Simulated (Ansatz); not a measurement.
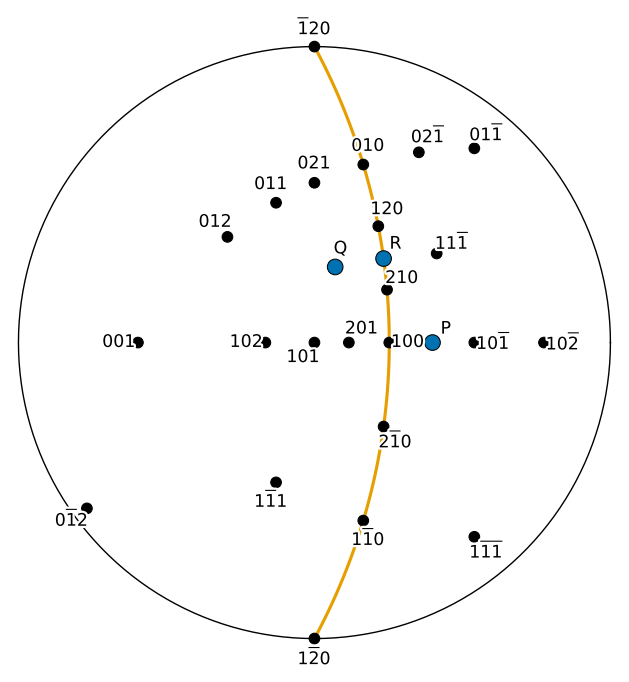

For AlN, the end point of a relaxation with DFT PBE, scalar-relativistic, plane waves, PAW in Ansatz 0.2.0: stereographic projection of plane normals (upper hemisphere) centred on (1 0 1). The drawing is computed from the coordinates (standard cell, symmetry found to 0.002 Å).

a = 3.130 Å, b = 3.130 Å, c = 5.018 Å, α = 90.00°, β = 90.00°, γ = 120.00°.

Index the poles marked P, Q, R.

Answer. P is (2 0 −1), in four indices (2 0 −2 −1), 43.5° from the centre; Q is (1 1 1), in four indices (1 1 −2 1), 29.7° from the centre; R is (1 1 0), in four indices (1 1 −2 0), 40.4° from the centre.

Which zone does the coloured great circle trace?

Answer. The zone [0 0 1]: its poles satisfy l = 0.

What is the angle between the normals of (0 1 −1) and (0 2 −1), and what are their d_hkl = 1/|g|?

Answer. 13.3°; d = 2.385 Å and 1.309 Å.
